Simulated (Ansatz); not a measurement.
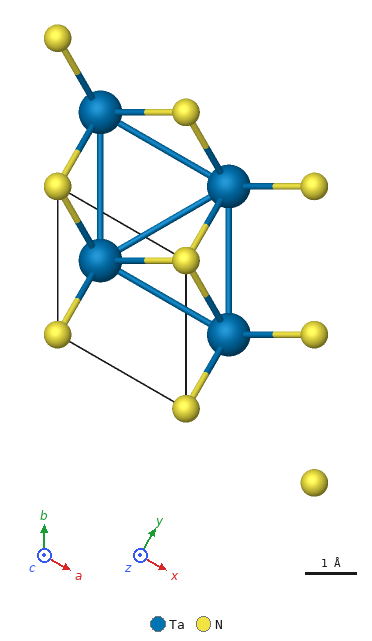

Energy scan for crystalline TaN (P-6m2), in which the cell is strained along x and oppositely along y, with the atoms kept at their fractional coordinates. x, y and z are the Cartesian axes of the input. The picture shows the reference cell. A ball-and-stick model of the cell of the calculation, repeated 2 × 2 × 3 with one cell outlined, seen along the c axis.

Computed with DFT PBE, scalar-relativistic, plane waves, PAW in Ansatz 0.2.0. Set-up: plane-wave cutoff 420 eV; k-point mesh 18 × 18 × 16; occupations gaussian; smearing width 0.15 eV; no spin polarisation. Energies (free energies at the smearing named) are counted from the cell as listed in its source, which wasn't relaxed.

The input:
```yaml
crystal:
  lattice:
    - [2.9379988584, 0.0, 0.0]
    - [-1.4689994292, 2.5443816477, 0.0]
    - [0.0, 0.0, 2.883]
  atoms:
    - { symbol: Ta, position: [0.3333333333, 0.6666666667, 0.5] }
    - { symbol: "N", position: [0.0, 0.0, 0.0] }
basis:
  ecutwfc: 420
kpoints:
  mp_grid: { grid: [18, 18, 16] }
hamiltonian:
  xc: pbe
scf:
  occupations: { method: gaussian, width: 0.15 }
output:
  forces: true
  stress: true
  eigenvalues: true
```

What energies does the calculation give (the strain: −0.040, −0.020, 0.000, 0.010, 0.030)?

```tsv
strain	ΔE (meV/atom)
−0.040	53.1
−0.020	12.6
0.000	0.0
0.010	3.0
0.030	27.6
```

Of the computed points the lowest is at the strain 0.00, 0.0 meV/atom. The unrelaxed reference is under a pressure of 4.7 GPa. The distortion takes the space group from P-6m2 to Amm2. At the strain −0.04 the cell of the drawing goes a 2.938 → 2.820 Å, b 2.938 → 2.998 Å, γ 120.0° → 118.1°.
